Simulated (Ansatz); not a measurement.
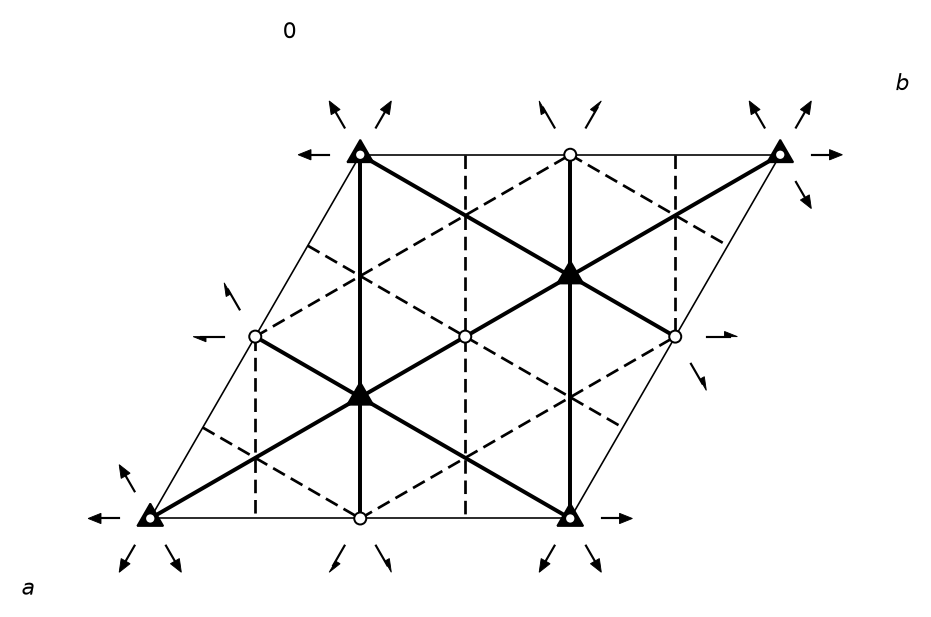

Symmetry elements of a space group, projected down c, computed from the operations of a computed or model structure of composition LiH, which need not be its known form.

Symbols follow the International Tables: origin at the upper left, the third axis towards the viewer; heavy, dashed, dotted, dash-dotted and dash-dot-dot lines are mirror, in-plane glide, out-of-plane glide, diagonal (n; with arrows d) and double (e) glide planes seen edge on; arrows at the rim are 2 (full head) and 2₁ (half head) axes in the plane; the corner sign is a plane parallel to the page; fractions are heights. Handed screw axes carry their printed symbol instead of tails.

**Identify the space group.**

P-3m1, No. 164; primitive trigonal (hexagonal lattice), point group -3m, 12 general positions a cell.

**List the elements shown.**

−3 axes along c at (0, 0); 3 axes along c at (1/3, 2/3), (2/3, 1/3); inversion centres at (0, 0), (0, 1/2), (1/2, 0), (1/2, 1/2); mirror planes holding c and [1 2 0] or [2 1 0] or [−1 1 0]; in-plane glide planes holding c and [1 2 0] or [2 1 0] or [−1 1 0]; 2 axes along [1 1 0] at height 0; 2 axes along a at height 0; 2 axes along b at height 0; 2₁ axes along [1 1 0] at height 0; 2₁ axes along a at height 0; 2₁ axes along b at height 0. Heights repeat every half period; positions are (a, b) fractions, modulo 1.
